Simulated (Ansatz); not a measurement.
## Run report: Si12NO22, geometry relaxation (part 2 of 2)

Continued. System: Si12NO22 (defect cell, 35 atoms in the cell). Method: DFT PBEsol, scalar-relativistic, plane waves, PAW, PAW set soft_1, spin-polarised (Ansatz 0.2.0); cutoff 420 eV, 2×2×1 k-mesh, Gaussian smearing of 0.02 eV, collinear spins. The structure derives from an entry of the Crystallography Open Database. It belongs to a series of runs on one base structure; here: end point B relaxed.

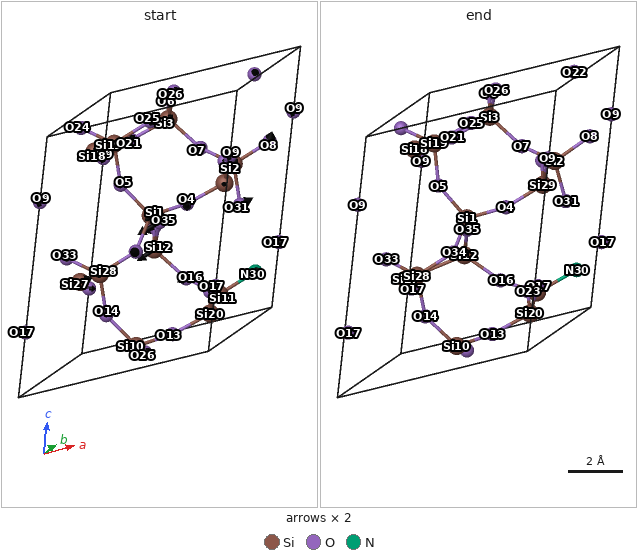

**Figure 1.** Before (left) and after (right) the relaxation, at one scale (ball-and-stick view of the cell of the calculation (origin shifted), seen slightly off an axis). The black arrows give the displacements, magnified 2 times. The energy falls by 28.1 meV per atom in 9 geometry steps. Largest force component: 1.5 eV/Å at the start, 0.0048 eV/Å at the end. The line search rejected the trial step at point 3 (counted from 0) and went back. The atom that moves furthest is O35 (0.48 Å). Largest moves by element: O 0.48 Å, Si 0.39 Å, N 0.13 Å. The lattice vectors keep their values. Among the contacts that change: Si12–Si27 3.059 → 2.421 Å, Si11–N30 1.613 → 1.711 Å, O17–Si27 1.613 → 1.642 Å, O14–Si28 1.607 → 1.621 Å. Among the angles that change: Si1–O35–Si12 143.6° → 155.4°, O16–Si11–N30 110.5° → 121.6°, Si18–O9–Si29 143.6° → 152.5°. (Atoms are counted from 1 in the order of the input.)

```
Magnetization: 1.0000 μB (93.0000 up, 92.0000 down)
Absolute magnetization: 1.0759 μB (∫|ρ↑−ρ↓|, with the PAW one-centre terms)
Spin contamination: 0.0029 ħ² per cell (⟨S²⟩ above its minimum at these occupations)
Per-site moments (μB) at R_I (Å): [(1.0801547311957315e-5, 0.6669807567883883), (5.120115421574198e-7, 0.6655043261434587), (1.5452812994138503e-5, 0.6672257573307434), (7.654210738440085e-5, 0.6669807567883883), (0.00015053319338858222, 0.6655643838892684), (0.0028410891928552506, 0.6685820950019554), (0.0003738543877449335, 0.6704138543327868), (0.004061411323188864, 0.6647299665051039), (0.0005100815139812692, 0.6661315929299776), (-9.301129827304216e-6, 0.6674760484977376), (-0.0019694120767190073, 0.6705889798694212), (0.0009096798865310735, 0.6711393338426929), (0.003612365280971821, 0.6689418895448349), (0.0007224116322866469, 0.6685388267542475), (0.0037771496280657223, 0.6675408578994433), (0.002694204946037238, 0.6751747264066431), (0.03679158467104984, 0.6677649110347901), (-5.789396076183908e-5, 0.6647299665051039), (5.519326263731919e-6, 0.6655643838892684), (0.00019318318349515682, 0.6677649110347901), (-0.00015999997293022355, 0.6663284550478068), (0.034861339052816756, 0.6694915162146865), (0.027137636802862516, 0.6685117886064614), (-5.951627063853569e-5, 0.6683815604766333), (0.0001777941792550954, 0.6674760484977376), (-3.3709729622432396e-5, 0.6688652518267758), (-0.0010505233546303382, 0.6761112131952665), (1.8544667520336387e-5, 0.6675408578994433), (-3.6972560651804827e-6, 0.6661315929299776), (0.49910819884583385, 0.7057605803493887), (0.02226428892896645, 0.6660899863715298), (0.0007743915585042305, 0.6666744795674966), (0.0033720080202517834, 0.671363296209624), (0.0003374019031406472, 0.6679317347012073), (0.0006581899864424147, 0.6671608883951995)]
Free energy (F): -20210.851202 eV
Harris-Foulkes:  -20210.851202 eV  (|F-HF|=1.01e-9)
Internal energy: -20210.851202 eV  (E = F + TS)
E sigma→0 (E₀):  -20210.851202 eV
Fermi energy:    3.731971 eV
--- Per-component energies (eV) ---
  E_band       = -803.442217
  E_kinetic    = 4427.642209
  E_local      = -11179.567336  (includes V_loc(G=0)·N_el)
  E_nonlocal   = 1460.895186
  E_hartree    = 4084.083270
  E_xc         = -2295.057352
  E_vxc        = -2657.094172  (∫ρ·V_xc dr)
  E_paw        = -9574.230694  (= ΣΔE_a)
  E_vpaw       = -1023.502008  (= ΣTr[D̂ρ^β])
  E_aug_tail   = 0.019186  (compensation charges beyond the density's cutoff)
  E_ewald      = -7135.818834
  E_core_change = 1.183161  (= ΣΔE_core)
  E_smearing   = -0.000000  (= −TS)
  E_closure    = 0.000000  (closes the sum)
  Σ components = -20210.851202   (vs F -20210.851202, Δ=0.00e0)
--- Forces (eV/Å), atoms counted from 1 ---
  atom   1  Si     0.00346045    -0.00008251     0.00021845
  atom   2  Si     0.00095195     0.00007046     0.00075817
  atom   3  Si    -0.00091275    -0.00192582     0.00032345
  atom   4  O     -0.00163735     0.00083068     0.00126775
  atom   5  O     -0.00046455     0.00004990    -0.00070707
  atom   6  O      0.00068256    -0.00022998    -0.00022995
  atom   7  O     -0.00093905    -0.00007490     0.00139582
  atom   8  O     -0.00072417    -0.00036701     0.00007246
  atom   9  O     -0.00087501     0.00021534     0.00017124
  atom  10  Si     0.00065801     0.00063813    -0.00097542
  atom  11  Si    -0.00047422     0.00135971     0.00384521
  atom  12  Si     0.00033694     0.00064364     0.00447668
  atom  13  O     -0.00085587     0.00035864    -0.00095460
  atom  14  O     -0.00058488    -0.00173644    -0.00041495
  atom  15  O      0.00147294    -0.00024671    -0.00005654
[...]
  atom  16  O      0.00108977    -0.00002799    -0.00268407
  atom  17  O     -0.00016073    -0.00042605    -0.00105359
  atom  18  Si    -0.00015793     0.00071607     0.00140936
  atom  19  Si    -0.00022638    -0.00128575     0.00094823
  atom  20  Si    -0.00198797     0.00035678    -0.00102050
  atom  21  O      0.00108811     0.00004967    -0.00035346
  atom  22  O      0.00046526     0.00303587     0.00014360
  atom  23  O      0.00090506     0.00099481     0.00006266
  atom  24  O      0.00025285     0.00036310    -0.00034801
  atom  25  O      0.00094615     0.00007937    -0.00004845
  atom  26  O     -0.00028243     0.00038473    -0.00027936
  atom  27  Si     0.00182918     0.00125129     0.00141510
  atom  28  Si    -0.00042736    -0.00007754    -0.00123629
  atom  29  Si     0.00086315    -0.00071268    -0.00015545
  atom  30  N     -0.00005006    -0.00329475    -0.00481257
  atom  31  O     -0.00301678    -0.00201898     0.00112250
  atom  32  O     -0.00117086     0.00001984    -0.00015644
  atom  33  O     -0.00046073     0.00008596    -0.00135787
  atom  34  O      0.00083416     0.00124556     0.00060135
  atom  35  O     -0.00042685    -0.00024099    -0.00138445
  max |Σ_I F_I| component: 3.02e-6 eV/Å
--- Relaxed structure (10 steps of the walk, 9 accepted, 0 SCFs on fresh bases) ---
  F+E_penalty+E_count = -20210.85120207 eV   max|allowed force component| = 4.813e-3 eV/Å
  atoms:
    - { symbol: Si, position: [0.08689165820760558, 0.5612549281465096, 0.9434967317713625] }
    - { symbol: Si, position: [0.4118192441747988, 0.9282333503920712, 0.042880448818259864] }
    - { symbol: Si, position: [0.009065812931627247, 0.00532595692676315, 0.27137729024749313] }
    - { symbol: O, position: [0.31495333233530515, 0.48768932181832086, 0.9574227572127944] }
    - { symbol: O, position: [0.9321453814757763, 0.5063809800615715, 0.10545376920235139] }
    - { symbol: O, position: [0.933337067804716, 0.1955852919256229, 0.3424312275265019] }
    - { symbol: O, position: [0.18930727840192293, 0.042144406442181315, 0.12034001365895264] }
    - { symbol: O, position: [0.5793166679985949, 0.9530794240357134, 0.10394340271950009] }
    - { symbol: O, position: [0.5700827530753529, 0.30772036215538967, 0.12989413026166655] }
    - { symbol: Si, position: [0.10561594440372574, 0.5697031533352385, 0.44901284223252447] }
    - { symbol: Si, position: [0.39210466507982444, 0.9348350001142819, 0.5416871342461083] }
    - { symbol: Si, position: [-0.043939901214324464, 0.0027457762303242823, 0.7504540518466509] }
    - { symbol: O, position: [0.3267469813283939, 0.45750930267856854, 0.47448636293563545] }
    - { symbol: O, position: [0.9341021576244904, 0.517475446115435, 0.602081364985698] }
    - { symbol: O, position: [0.895409427228242, 0.188127624809258, 0.8278684870082347] }
    - { symbol: O, position: [0.15740842526788573, 0.030537175012018566, 0.6138117912359424] }
    - { symbol: O, position: [0.5926477060226618, 0.3089810060045451, 0.6357832301385685] }
    - { symbol: Si, position: [0.6022733911903458, 0.07020328346449783, 0.20770356921726713] }
    - { symbol: Si, position: [0.9054054477752952, 0.4365529777280748, 0.2837299722453688] }
    - { symbol: Si, position: [0.5048029506820959, 0.501206311830775, 0.5142864148503702] }
    - { symbol: O, position: [0.8259749994090739, 0.9759296381034841, 0.22977775515532273] }
    - { symbol: O, position: [0.4298507189682118, 0.03858146468636395, 0.3632715212613572] }
    - { symbol: O, position: [0.4171734388882789, 0.6938999110542183, 0.5833736553390636] }
    - { symbol: O, position: [0.6824421335069378, 0.5445254695821873, 0.3636636046248374] }
    - { symbol: O, position: [0.07431981909560328, 0.49628364225536603, 0.32211824417397755] }
    - { symbol: O, position: [0.0876143589756862, 0.8093056397904498, 0.3950017446814005] }
    - { symbol: Si, position: [0.6333112871378426, 0.06566137890089924, 0.7044547864173858] }
    - { symbol: Si, position: [0.8954547465516145, 0.42262034138494503, 0.7810022269376291] }
    - { symbol: Si, position: [0.49549880068821694, 0.506951807421662, 0.008099524868865615] }
    - { symbol: N, position: [0.5815756087817867, 0.9695201401885807, 0.5885244921365667] }
    - { symbol: O, position: [0.4661448603712318, 0.020925623889524403, 0.8641609584280824] }
    - { symbol: O, position: [0.4185884327943157, 0.692882744697046, 0.0831540594138771] }
    - { symbol: O, position: [0.6801199158041752, 0.5468573622146083, 0.8609331018830134] }
    - { symbol: O, position: [0.07231472476259981, 0.44501954095417284, 0.8347647269585772] }
    - { symbol: O, position: [0.020309722470089386, 0.7999742456493334, 0.8756695853587944] }
```

Trajectory as extended XYZ (Å, eV, eV/Å), 3 of the 10 frames kept, from step=1 to step=10
```
35
Lattice="-2.4582 4.2577 5.4084 4.9164 0.0000 5.4084 4.9164 8.5154 0.0000" Properties=species:S:1:pos:R:3:forces:R:3 step=1 energy=-20209.86642
Si    7.2257    8.5154    3.6056   -0.2179   0.3645  -0.4068
Si    3.7617    2.0000    7.2112    0.1308   0.2978  -0.0246
Si    1.3035    2.2577    0.0000    0.1820  -0.0046  -0.2220
O     6.2917    9.6547    4.2487   -0.1608  -0.1138  -0.1021
O     0.7839    4.8791    7.8543    0.0361  -0.3910   0.0544
O     0.2990    6.7547    6.0515    0.1150   0.1751   0.0404
O     0.2990    1.7607    1.1597    0.0680  -0.2631   0.1373
O     3.8335    3.1184    8.3709   -0.3498  -0.1128   0.0985
O     0.7839    3.6362    4.7653    0.1170   0.0850   0.1963
Si    4.7675    4.2577    3.6056   -0.0067  -0.0330   0.1171
Si    6.2199    6.2577    7.2112   -1.0373  -0.0334  -0.1141
Si    3.7617    6.5154    0.0000    0.2017  -1.0814  -0.3012
O     3.8335    5.3970    4.2487   -0.2159  -0.0235  -0.1629
O     3.2420    9.1368    7.8543    0.1581  -0.0394  -0.1943
O     2.7571   11.0124    6.0515    0.0635   0.3263  -0.3357
O     2.7571    6.0184    1.1597    1.1138  -0.6424  -0.9065
O     3.2420    7.8939    4.7653    0.3538   0.7727   0.6051
Si   -0.1488    4.2577    3.6056    0.2861   0.3738  -0.2168
Si    1.3035    6.2577    7.2112    0.0618   0.1958  -0.1655
Si    3.7617    6.5154    5.4084    0.0941  -0.1605   0.1483
O     3.8335    5.3970    9.6571   -0.3596  -0.0719  -0.0017
O     0.7839    4.8791    2.4459   -0.0065  -0.9459  -0.1510
O     5.2153    6.7547    6.0515   -0.1886   0.0498  -0.8085
O     2.7571    6.0184    6.5681    0.0493  -0.2192   0.1348
O     3.8335    3.1184    2.9625   -0.2548  -0.0370   0.1059
O     5.7002    3.6362    4.7653    0.0599   0.2635   0.1141
Si    2.3094    8.5154    3.6056   -0.2406   0.3833   0.5470
Si    3.7617   10.5154    7.2112    0.1550  -0.3061   0.1824
Si    1.3035    2.2577    5.4084   -0.0131   0.1065  -0.0365
N     6.2917    7.3761    8.3709   -0.9477   0.7207   1.5103
O     3.2420    9.1368    2.4459    0.4568   0.5304  -0.0543
O     2.7571    2.4970    6.0515    0.1152   0.1519  -0.1011
O     5.2153   10.2761    6.5681    0.0609  -0.1510   0.1729
O     6.2917    7.3761    2.9625   -0.1987  -0.0416   0.1155
O     8.1584    7.8939    4.7653    0.3192  -0.1257   0.0254
35
Lattice="-2.4582 4.2577 5.4084 4.9164 0.0000 5.4084 4.9164 8.5154 0.0000" Properties=species:S:1:pos:R:3:forces:R:3 step=5 energy=-20210.79528
Si    7.2129    8.4362    3.5319    0.0629  -0.0996   0.0814
Si    3.7612    2.0697    7.2371   -0.0117  -0.0544   0.0067
Si    1.3170    2.3087    0.0389   -0.0438   0.0075   0.0219
O     6.3299    9.5740    4.2730    0.0445  -0.0699   0.0348
O     0.7722    4.8567    7.8043    0.0364   0.0446  -0.0263
O     0.3233    6.8278    6.0830    0.0312   0.0385  -0.0469
O     0.3185    1.7840    1.2154    0.0119  -0.0277  -0.0072
O     3.7986    3.2266    8.3596   -0.0158   0.1044  -0.0266
O     0.7868    3.6056    4.7639   -0.0171   0.0066  -0.0432
Si    4.7380    4.2835    3.6405    0.0466  -0.0189  -0.0434
Si    6.2734    6.2776    7.2010    0.2501  -0.1192  -0.0980
Si    3.8019    6.2458   -0.1881    0.0878  -0.1429  -0.0668
O     3.8032    5.4638    4.2481    0.0103   0.0292  -0.0308
O     3.2241    9.1014    7.8524    0.0164  -0.0368   0.0392
O     2.7851   10.8783    5.9010    0.0547   0.0373   0.0793
O     2.7728    5.8885    1.0413   -0.2039   0.0862   0.0881
O     3.2318    7.9992    4.8882   -0.0374  -0.2231  -0.0387
Si   -0.1240    4.3066    3.6199   -0.0321  -0.0137   0.0128
Si    1.3100    6.2740    7.2455   -0.0228  -0.0040  -0.0448
Si    3.7662    6.5671    5.4436   -0.0621   0.0773  -0.0025
O     3.8557    5.4457    9.6901    0.0175   0.0100   0.0199
O     0.8424    4.8803    2.4488    0.0416  -0.0044   0.1176
O     5.2566    6.7924    6.0370    0.0370   0.0587  -0.0135
O     2.7848    6.0353    6.6203    0.0245  -0.0007   0.0162
O     3.8022    3.1083    3.0364   -0.0216  -0.0163   0.0613
O     5.6807    3.6982    4.8233    0.0039   0.0296   0.0642
Si    2.2357    8.6784    3.7704   -0.1219   0.2753   0.1929
Si    3.7395   10.4603    7.1412   -0.0887   0.0900  -0.0626
Si    1.3236    2.2193    5.4004   -0.0559   0.0041   0.0144
N     6.2151    7.4237    8.4801    0.0399  -0.0470  -0.1354
O     3.1797    9.2709    2.5691   -0.0539  -0.0332  -0.0063
O     2.7849    2.5108    6.0230    0.0632   0.0017  -0.0021
O     5.2461   10.2297    6.5860    0.0802  -0.0410   0.0547
O     6.1937    7.3803    2.8500   -0.0943   0.0585  -0.0804
O     8.1903    7.6365    4.5519   -0.0779  -0.0064  -0.1296
35
Lattice="-2.4582 4.2577 5.4084 4.9164 0.0000 5.4084 4.9164 8.5154 0.0000" Properties=species:S:1:pos:R:3:forces:R:3 step=10 energy=-20210.85120
Si    7.1843    8.4042    3.5054    0.0035  -0.0001   0.0002
Si    3.7620    2.1185    7.2475    0.0010   0.0001   0.0008
Si    1.3381    2.3495    0.0778   -0.0009  -0.0019   0.0003
O     6.3305    9.4938    4.3410   -0.0016   0.0008   0.0013
O     0.7166    4.8668    7.7801   -0.0005   0.0001  -0.0007
O     0.3508    6.8898    6.1057    0.0007  -0.0002  -0.0002
O     0.3335    1.8308    1.2518   -0.0009  -0.0001   0.0014
O     3.7726    3.3517    8.2878   -0.0007  -0.0004   0.0001
O     0.7501    3.5333    4.7475   -0.0009   0.0002   0.0002
Si    4.7488    4.2732    3.6524    0.0007   0.0006  -0.0010
Si    6.2953    6.2821    7.1766   -0.0005   0.0014   0.0038
Si    3.8110    6.2033   -0.2228    0.0003   0.0006   0.0045
O     3.7788    5.4316    4.2416   -0.0009   0.0004  -0.0010
O     3.2080    9.1041    7.8507   -0.0006  -0.0017  -0.0004
O     2.7939   10.8620    5.8602    0.0015  -0.0002  -0.0001
O     2.7809    5.8970    1.0165    0.0011   0.0000  -0.0027
O     3.1880    7.9373    4.8764   -0.0002  -0.0004  -0.0011
Si   -0.1142    4.3330    3.6370   -0.0002   0.0007   0.0014
Si    1.3155    6.2710    7.2578   -0.0002  -0.0013   0.0009
Si    3.7516    6.5286    5.4409   -0.0020   0.0004  -0.0010
O     3.8973    5.4734    9.7454    0.0011   0.0001  -0.0004
O     0.9190    4.9236    2.5335    0.0005   0.0030   0.0001
O     5.2540    6.7438    6.0091    0.0009   0.0010   0.0001
O     2.7874    6.0024    6.6359    0.0003   0.0004  -0.0003
O     3.8409    3.0594    3.0861    0.0009   0.0001   0.0000
O     5.7054    3.7366    4.8509   -0.0003   0.0004  -0.0003
Si    2.2294    8.6951    3.7803    0.0018   0.0013   0.0014
Si    3.7163   10.4631    7.1287   -0.0004  -0.0001  -0.0012
Si    1.3142    2.1787    5.4217    0.0009  -0.0007  -0.0002
N     6.2303    7.4877    8.3889   -0.0001  -0.0033  -0.0048
O     3.2055    9.3434    2.6343   -0.0030  -0.0020   0.0011
O     2.7863    2.4903    6.0113   -0.0012   0.0000  -0.0002
O     5.2493   10.2269    6.6360   -0.0005   0.0001  -0.0014
O     6.1141    7.4162    2.7980    0.0008   0.0012   0.0006
O     8.1881    7.5431    4.4364   -0.0004  -0.0002  -0.0014
```

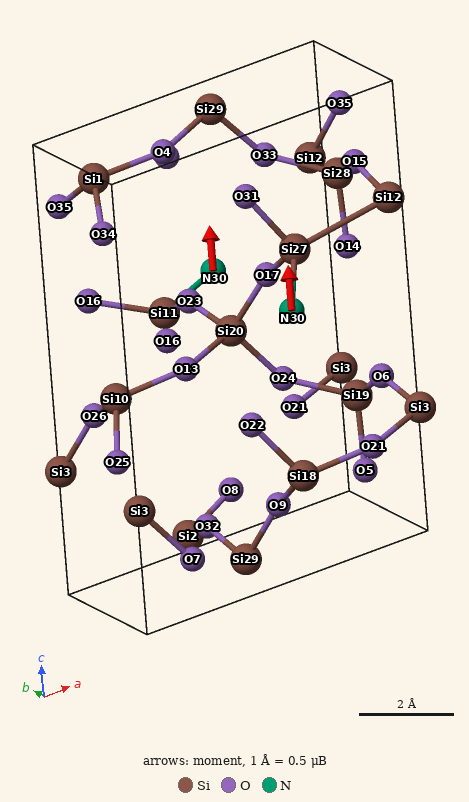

**Figure 2.** Magnetic moments of the sites as red arrows (ball-and-stick view of the cell of the calculation, seen slightly off an axis; atoms are numbered from 1 in the order of the input); small moments hardly show. The run is collinear, so the axis drawn is arbitrary. Site moments: N30 (0.50 μB). They are counted near the atoms and needn't add up to the moment of the cell.

Results in brief

```csv
quantity,value
outcome,converged
electrons treated,185
free energy,−20210.8512 eV
Fermi energy,3.732 eV
net moment of the cell,1.00 μB
integrated absolute moment,1.08 μB
final volume,452.84 Å³
largest force (length of the vector) at the end,0.006 eV/Å
wall time,80 s (CPU time 5.2 min)
peak memory,1.4 GiB
```

The program warns: the PAW datasets were made with another functional. The k-point mesh is coarse for a cell of this size, so the results may not be converged.
